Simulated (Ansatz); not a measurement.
**Run report: TiO₂, band-structure calculation**

System: TiO₂ (Fm-3m, 3 atoms in the cell).
Method: DFT, PBE, PAW with Ansatz's default frozen-core files, scalar-relativistic, no spin polarisation (Ansatz 0.2.0).

It belongs to a series of runs on one base structure; here: PAW files in place of LAPW. Figures and captions count atoms from 1; the log counts them from 0 in places.

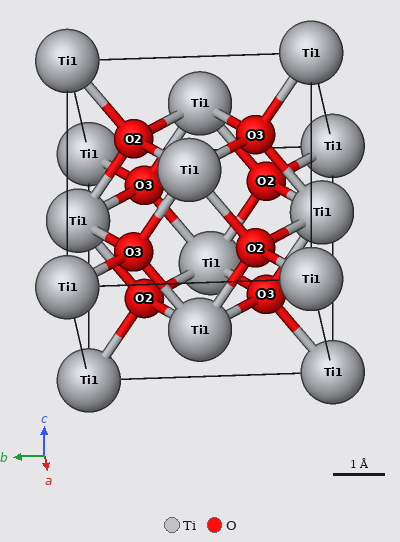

*The structure (ball-and-stick view of the cell 4 times as large as that of the calculation, set on its symmetry axes, seen at an oblique angle; atoms are numbered from 1 in the order of the input).*

Near neighbours in the crystal (not all of them lie inside the picture): Ti has 8 O at 2.09 Å; O has 4 Ti at 2.09 Å.

Input:
```yaml
crystal:
  lattice:
    - [0.0, 2.4149992214, 2.4149992214]
    - [2.4149992214, 0.0, 2.4149992214]
    - [2.4149992214, 2.4149992214, 0.0]
  atoms:
    - { symbol: Ti, position: [0.0, 0.0, 0.0] }
    - { symbol: O, position: [0.25, 0.25, 0.25] }
    - { symbol: O, position: [0.75, 0.75, 0.75] }
kpoints:
  mp_grid: { grid: [11, 11, 11] }
  band_path:
    path:
      - [0.0, 0.0, 0.0]
      - [0.5, 0.0, 0.5]
      - [0.625, 0.25, 0.625]
      - [0.375, 0.375, 0.75]
      - [0.0, 0.0, 0.0]
      - [0.5, 0.5, 0.5]
      - [0.5, 0.25, 0.75]
      - [0.5, 0.0, 0.5]
    npoints: 14
scf:
  occupations: { method: fermi_dirac, width: 0.05 }
hamiltonian:
  xc: pbe
  pseudopotentials: { kind: paw }
output:
  forces: true
  stress: true
  eigenvalues: true
  efg: { contact_densities: true }
  populations: true
  bader: true
  dos: { projected: true, de: 0.2, e_range: [-14, 8] }
  write_density: true
  write_potential: true
  elf: true
  volumetric_format: npy
```

Launched with:
```bash
ansatz run input.yaml --threads 1 --pin off --max-ram 3072MiB --backend cpu --events-out ev --progress --plain --runs-dir out
```

What the program printed:
```
Engine: ansatz 0.2.0, aarch64-unknown-linux-gnu
Pseudopotentials: kind: paw
Pseudopotential: Ti, paw, valence charge 12, recommended cutoff 420 eV (normal), Ti.paw.azcp
Pseudopotential: O, paw, valence charge 6, recommended cutoff 420 eV (normal), O.paw.azcp
Functional definition: PBE
  parameter kappa = 0.804
  parameter beta = 0.06672455060314922
  exchange = pbe_x(kappa = kappa, mu = beta*pi^2/3)
  correlation = pbe_c(beta = beta)
Crystal: 3 atoms, lattice volume = 28.170 Å³
Basis set: ecut = 420 eV, 537 PW (Γ), exchange–correlation on 48×48×48 points (8 copies of the dense FFT grid, shifted against one another)
Bands: 16, of which v1, the nominal top of the filled ones, is band 12 counted from 1 (11 counted from 0)
Symmetry: 48 space group operations
Space group: Fm-3m (ITA 225), of the structure as read, at distance tolerance 3.0e-5 Å
k-points: 56 of 1331
Non-local potential: Ti, projectors of the file, l = 0: 3, l = 1: 2, l = 2: 3, l = 3: 1
Non-local potential: O, projectors of the file, l = 0: 2, l = 1: 2, l = 2: 1
PAW form: soft (Blöchl's): semilocal exchange-correlation on the pseudo side does not see the compensation charge
PAW one-centre angular grid: Ti, 590 points (default); XC on 64 Gauss nodes
PAW one-centre angular grid: O, 110 points (default); XC on 64 Gauss nodes
Initial density: superposition of atomic densities (neutral atoms: chi_scale 0, normalization atom), corrected by the library's trained network
Initial wavefunctions: pseudopotential atomic-orbital guess
Functional: x = pbe(κ = 0.804, μ = 0.2195149727645171), c = pbe(β = 0.06672455060314922)
SCF iter   1: F=—  HF=-3637.832319 eV  |F-HF|=—  |Δ(HF+E_count)|=         —  Δρ=2.95e-3  dr2=7.57e-4  ethr=1.77e-3  ⟨swp⟩=4.9  Hψ=3889  notcnv=0
preconditioner: auto → none  [insulator: Δε(μ)=1.175 eV  Ē_g=9.784 eV  σ=0.050 eV  W_gap=1.00  n_scr=14 (ndim 8)  ℏωp=28.0 eV  f_vac=0.027  D(μ)=0.00/eV (n_scr^D=0)  ε∞_Penn≈9.2]
SCF iter   2: F=—  HF=-3637.833475 eV  |F-HF|=—  |Δ(HF+E_count)|=   1.16e-3  Δρ=2.25e-3  dr2=9.65e-4  ethr=3.15e-6  ⟨swp⟩=2.0  Hψ=1812  notcnv=0
SCF iter   3: F=—  HF=-3637.833654 eV  |F-HF|=—  |Δ(HF+E_count)|=   1.79e-4  Δρ=1.79e-3  dr2=7.62e-4  ethr=3.15e-6  ⟨swp⟩=2.4  Hψ=1451  notcnv=0
SCF iter   4: F=—  HF=-3637.833663 eV  |F-HF|=—  |Δ(HF+E_count)|=   9.26e-6  Δρ=6.20e-4  dr2=4.10e-5  ethr=3.15e-6  ⟨swp⟩=2.0  Hψ=993  notcnv=0
SCF iter   5: F=—  HF=-3637.833749 eV  |F-HF|=—  |Δ(HF+E_count)|=   8.60e-5  Δρ=5.40e-5  dr2=2.93e-7  ethr=1.71e-7  ⟨swp⟩=2.2  Hψ=1281  notcnv=0
SCF iter   6: F=-3637.833750 eV  HF=-3637.833749 eV  |F-HF|=1.49e-8  |Δ(HF+E_count)|=   7.02e-7  Δρ=8.34e-6  dr2=8.11e-9  ethr=4.17e-10  ⟨swp⟩=8.9  Hψ=5952  notcnv=0
SCF 1 converged in 6 iterations: F = -3637.833750 eV  dr2 = 8.11e-9
  greatest PAW one-centre occupation: 0.999 electrons in one spin orbital (limit 2), on the Ti atom at site 0 (counted from 0), in its partial waves of l = 0
NSCF: frozen V_eff on 99 k-points
SCF converged after 6 iterations
Free energy (F): -3637.833750 eV
Harris-Foulkes:  -3637.833749 eV  (|F-HF|=1.49e-8)
Internal energy: -3637.833749 eV  (E = F + TS)
E sigma→0 (E₀):  -3637.833749 eV
Entropy (-TS):   -0.000000 eV (-0.000 meV/atom)
Fermi energy:    12.409372 eV
--- Per-component energies (eV) ---
  E_band       = -147.215910
  E_kinetic    = 623.101586
  E_local      = -1310.602838  (includes V_loc(G=0)·N_el)
  E_nonlocal   = 98.694775
  E_hartree    = 495.703348
  E_xc         = -246.781562
  E_vxc        = -312.656459  (∫ρ·V_xc dr)
  E_paw        = -1360.487582  (= ΣΔE_a)
  E_vpaw       = -237.165155  (= ΣTr[D̂ρ^β])
  E_aug_tail   = 0.004792  (compensation charges beyond the density's cutoff)
  E_ewald      = -1937.466268
  E_smearing   = -0.000000  (= −TS)
  E_closure    = -0.000000  (closes the sum)
  Σ components = -3637.833750   (vs F -3637.833750, Δ=0.00e0)
--- Forces (eV/Å), atoms counted from 1 ---
  atom   1  Ti    -0.00000000     0.00000000     0.00000000
  atom   2  O      0.00000000    -0.00000000     0.00000000
  atom   3  O      0.00000000    -0.00000000     0.00000000
  max |Σ_I F_I| component: 3.70e-17 eV/Å
--- Stress (GPa, compression-positive) ---
       -0.009933       0.000000      -0.000000
        0.000000      -0.009933      -0.000000
       -0.000000       0.000000      -0.009933
  P = ⅓ Tr σ = -0.0099 GPa (-0.099 kbar)
--- PAW observables at the nuclei: V_zz in 10²¹ V/m², potentials from the cell's mean, atoms counted from 1 ---
  atom   1  Ti V_zz =    -0.000000   η = 0.0000   by run symmetry: forbidden
            electrostatic potential = -2528.562707 V   contact ρ = 56789.259266 e/Å³
  atom   2  O  V_zz =    +0.000000   η = 0.0000   by run symmetry: forbidden
            electrostatic potential = -626.968036 V   contact ρ = 2158.095153 e/Å³
  atom   3  O  V_zz =    -0.000000   η = 0.0000   by run symmetry: forbidden
            electrostatic potential = -626.968036 V   contact ρ = 2158.095153 e/Å³
--- Band table (eV; the first three rows and the last of 56) ---
  k-point 0: bands = ["-45.9135", "-22.0019", "-22.0019", "-22.0019", "-7.7200", "-4.0177", "5.9757", "5.9757", "5.9757", "10.9918", "10.9918", "10.9918", "12.9708", "12.9708", "17.0795", "17.0795"]
  k-point 1: bands = ["-45.9118", "-22.0210", "-22.0042", "-22.0042", "-7.6236", "-4.1309", "6.0514", "6.0514", "6.1910", "10.7601", "10.7601", "10.7601", "13.1504", "13.1504", "16.8446", "17.0026"]
  k-point 2: bands = ["-45.9074", "-22.0716", "-22.0102", "-22.0102", "-7.3551", "-4.4236", "6.2614", "6.2614", "6.7576", "10.1954", "10.2906", "10.2906", "13.4407", "13.4407", "16.2097", "16.8313"]
  k-point 55: bands = ["-45.8858", "-22.1685", "-22.1493", "-22.0692", "-5.6783", "-5.6736", "5.7083", "6.2209", "8.3681", "8.6947", "9.9495", "11.5098", "13.6750", "13.9581", "14.9892", "15.1382"]
--- Löwdin populations: 3 sites ---
  site symbol       q [e]
     0     Ti     10.5993
     1      O      6.6587
     2      O      6.6587
  spilling = 0.003472 (of n_electrons = 24.000000)
--- Bader charges: 3 sites ---
  site symbol  charge [e]  shift [e]
     0     Ti      2.2732     0.0008
     1      O     -1.1366     0.0004
     2      O     -1.1366     0.0004
  estimated error of the sums over rays = 4.6e-4 e
```

File bader_charges.tsv:
```
# site	symbol	x_ang	y_ang	z_ang	partial_charge_e	electrons	volume_ang3	relative_density_drop	shared_charge_e	partial_wave_shift_e
# quadrature_error_electrons = 4.6e-4
0	Ti	0.0000	0.0000	0.0000	2.27320	19.72680	7.09	-	2.27320	0.00084
1	O	1.2075	1.2075	1.2075	-1.13659	9.13659	10.54	-	-1.13659	0.00042
2	O	3.6225	3.6225	3.6225	-1.13658	9.13658	10.54	-	-1.13658	0.00042
```

File rho_z.tsv:
```
# z_ang	rho[e/angstrom^3]
# format = ansatz-planar-average/11
# lattice	0.000000000	2.414999221	2.414999221
# lattice	2.414999221	0.000000000	2.414999221
# lattice	2.414999221	2.414999221	0.000000000
# sites	3
# site	22	0.000000000	0.000000000	0.000000000
# site	8	1.207499611	1.207499611	1.207499611
# site	8	3.622498832	3.622498832	3.622498832
0.000000	1.326383e0
0.142305	1.307103e0
0.284610	1.253836e0
0.426916	1.175262e0
0.569221	1.080649e0
0.711526	9.802521e-1
0.853831	8.794738e-1
0.996136	7.742032e-1
1.138442	6.565876e-1
1.280747	5.302398e-1
1.423052	4.179129e-1
1.565357	3.448295e-1
1.707662	3.204778e-1
1.849968	3.448295e-1
1.992273	4.179129e-1
2.134578	5.302398e-1
2.276883	6.565876e-1
2.419188	7.742032e-1
2.561493	8.794738e-1
2.703799	9.802521e-1
2.846104	1.080649e0
2.988409	1.175262e0
3.130714	1.253836e0
3.273019	1.307103e0
```

File v_z.tsv:
```
# z_ang	v_es[eV]	v_tot[eV]
# format = ansatz-planar-average/11
# xc	pbe
# density_cutoff_ev	1680
# datasets	Ti=:simpson_from_first_knot:soft	O=:simpson_from_first_knot:soft
# lattice	0.000000000	2.414999221	2.414999221
# lattice	2.414999221	0.000000000	2.414999221
# lattice	2.414999221	2.414999221	0.000000000
# sites	3
# site	22	0.000000000	0.000000000	0.000000000
# site	8	1.207499611	1.207499611	1.207499611
# site	8	3.622498832	3.622498832	3.622498832
0.000000	2.488407e0	-1.113131e1
0.142305	2.034555e0	-1.157495e1
0.284610	1.377811e0	-1.216763e1
0.426916	1.114402e0	-1.224057e1
0.569221	1.324315e0	-1.166549e1
0.711526	2.125300e0	-1.034784e1
0.853831	3.538957e0	-8.298553e0
0.996136	5.444883e0	-5.739451e0
1.138442	7.567487e0	-3.152845e0
1.280747	9.598024e0	-7.797778e-1
1.423052	1.140311e1	1.430589e0
1.565357	1.298103e1	3.295147e0
1.707662	1.374009e1	4.119759e0
1.849968	1.298103e1	3.295147e0
1.992273	1.140311e1	1.430589e0
2.134578	9.598024e0	-7.797778e-1
2.276883	7.567487e0	-3.152845e0
2.419188	5.444883e0	-5.739451e0
2.561493	3.538957e0	-8.298553e0
2.703799	2.125300e0	-1.034784e1
2.846104	1.324315e0	-1.166549e1
2.988409	1.114402e0	-1.224057e1
3.130714	1.377811e0	-1.216763e1
3.273019	2.034555e0	-1.157495e1
```

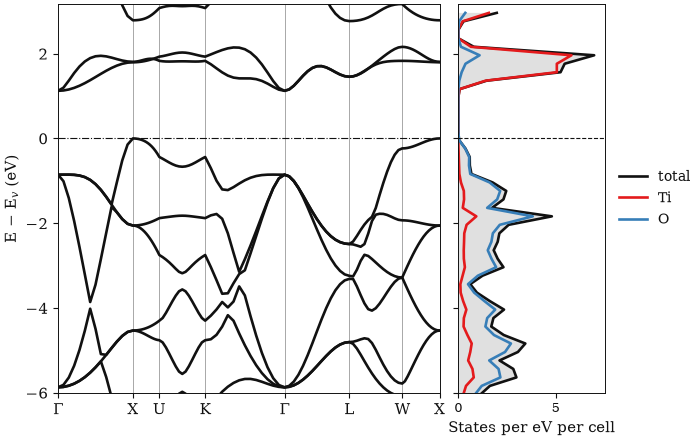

*Band structure along Γ–X–U–K–Γ–L–W–X and density of states (projected on Löwdin-orthogonalised atomic shells), with energies from the valence-band top.*

There is a gap of 1.12 eV on this path, indirect, from X to Γ.

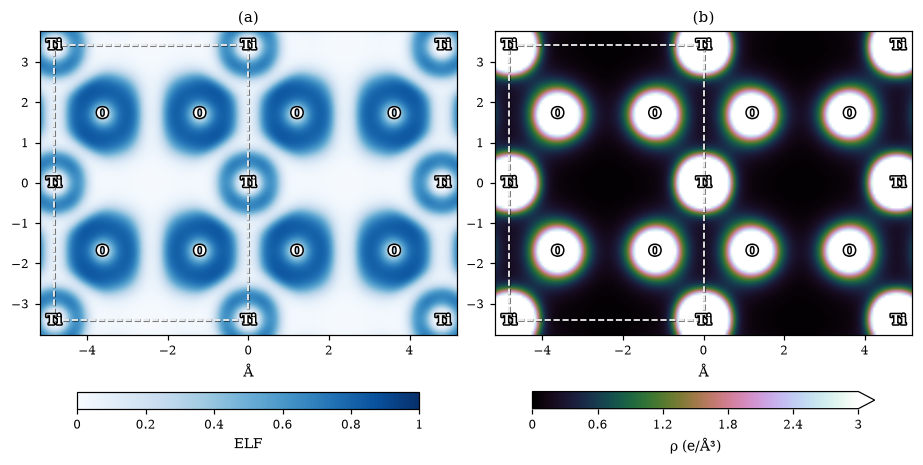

*(a) ELF; (b) valence charge density (pseudo) on the (101) plane of the conventional cell.*

Atoms in the plane: Ti and O. Ti–O (2.09 Å): the density is about 0.53 e/Å³ at the midpoint; the ELF is about 0.20 at the midpoint. Away from the nuclei the density in this plane falls to 0.02 e/Å³ at its lowest. The strong features right at Ti lie inside the PAW spheres (semicore, d or f shells) and say nothing about bonding. The fields are those of the smooth PAW valence density.

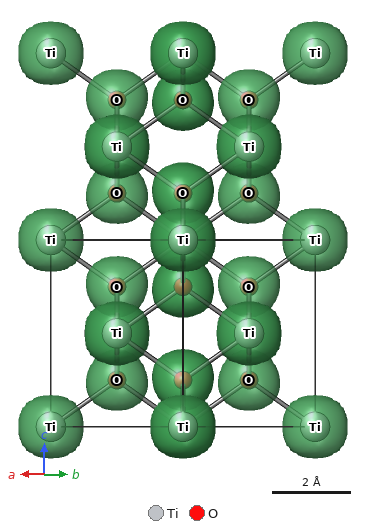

*Isosurface of the valence pseudo-density at 0.8 e/Å³ (green), seen along [110]. Sticks mark near contacts. The outline is the cell set on symmetry axes.*

At this value the density breaks into separate islands; it holds about 75 % of the electrons treated as valence (semicore included). It is pinched off along the Ti–O (2.09 Å) contacts. On the grid the lowest density along these lines, outside the cores, is 0.52 e/Å³ (Ti–O, 2.09 Å).

Key numbers:

- outcome: converged
- space group (tolerance 0.01 Å): Fm-3m (225)
- electrons treated: 24
- free energy: −3637.8337 eV
- Fermi energy: 12.409 eV
- pressure: −0.01 GPa
- field gradient V_zz (10²¹ V/m²): zero at all sites
- electronic character: gap of 1.12 eV
- largest force (length of the vector): under 0.001 eV/Å
- hardware: 1 thread of Arm Neoverse V2, 24 GiB of memory available, shared host
- wall time: 13 s
- peak memory: 0.35 GiB
